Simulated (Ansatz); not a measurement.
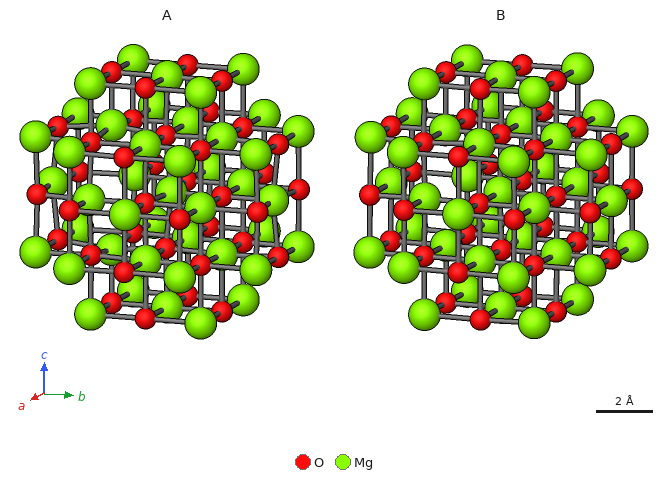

Two geometries of a defect cell of composition O₃₁Mg₃₂ (cell charge +2), drawn at one scale. One is the start of a relaxation, the other its converged end. Style: ball-and-stick. Shown: the atoms within 5.8 Å of the atom that moves most (axes of the cell of the calculation (origin shifted)), slightly off an axis.

Computed with DFT, PBEsol, PAW, plane waves in Ansatz 0.2.0. Settings: plane-wave cutoff 420 eV; k-point mesh 1 × 1 × 1; mesh shifted by (0.25, 0.25, 0.25); no spin polarisation; atoms relaxed in a fixed cell; force threshold 0.03 eV/Å; at most 80 steps.

Question: Which geometry has the lower energy?

Answer: Structure A is the relaxed one. The atoms of the start lie slightly off their symmetric places, so part of the fall in energy undoes that. The largest move is that of a Mg atom, 0.21 Å along +b. By element the largest moves are Mg 0.21 Å, O 0.10 Å. The lattice vectors keep their values. Among the contacts that change: Mg–O 2.162 → 1.941 Å, Mg–O 2.132 → 1.941 Å, Mg–O 2.099 → 1.941 Å, Mg–O 2.065 → 2.157 Å. Bond angles that change, for instance: Mg–O–Mg 88.3° → 101.9°, Mg–O–Mg 88.9° → 101.9°, Mg–O–Mg 89.5° → 101.9°. After 4 geometry steps the energy has fallen by 2.598 eV per cell of the calculation. Largest force component: 3.2 eV/Å at the start, 0.015 eV/Å at the end.

Limits of the set-up: the periodic images lie only 8.4 Å apart, so the values are limited by the cell's size; the cell is charged, on a uniform background, and energies carry no finite-size correction.
